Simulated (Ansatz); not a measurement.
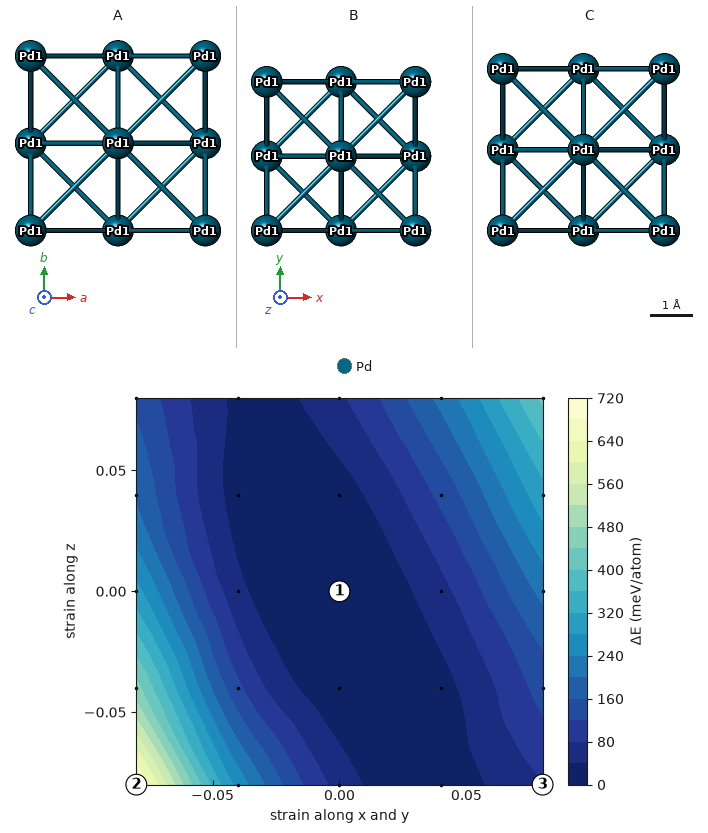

A scan of a crystal of Pd (Fm-3m): the cell is strained equally along x and y and separately along z, with the atoms kept at their fractional coordinates. x, y and z are the Cartesian axes of the input. The map is interpolated between the computed points (dots). The frames are shuffled; each belongs to one numbered point. Style: ball-and-stick. Shown: the conventional cell (4 times the calculation's cell), repeated 1 × 1 × 2 with one cell outlined, along the c axis. Lengths and directions refer to the drawn axes.

Level of theory: DFT PBEsol, scalar-relativistic, plane waves, PAW in Ansatz 0.2.0. Settings: plane-wave cutoff 420 eV; k-point mesh 20 × 20 × 20; occupations gaussian; smearing width 0.15 eV; no spin polarisation. Energies (free energies at the smearing named) are counted from the cell as listed in its source, which wasn't relaxed.

### Which frame belongs to which numbered point?

Point 1 is frame C, at (0.000, 0.000) and 0 meV/atom; 2 is frame B, at (−0.080, −0.080) and 695 meV/atom; 3 is frame A, at (0.080, −0.080) and 77 meV/atom. In pairs of (strain along x and y; strain along z): the lowest computed point lies at (0.000, 0.000) (0 meV/atom), the highest at (−0.080, −0.080) (695 meV/atom). The valley is tilted: raising the in-plane strain is made harder by raising the strain along z (cross term 0.78 of the geometric mean of the two curvatures). Over the ranges scanned the energy rises more along the first axis, the in-plane strain. The pressure runs from −25.1 GPa at (0.080, 0.080) to 92.3 GPa at (−0.080, −0.080).
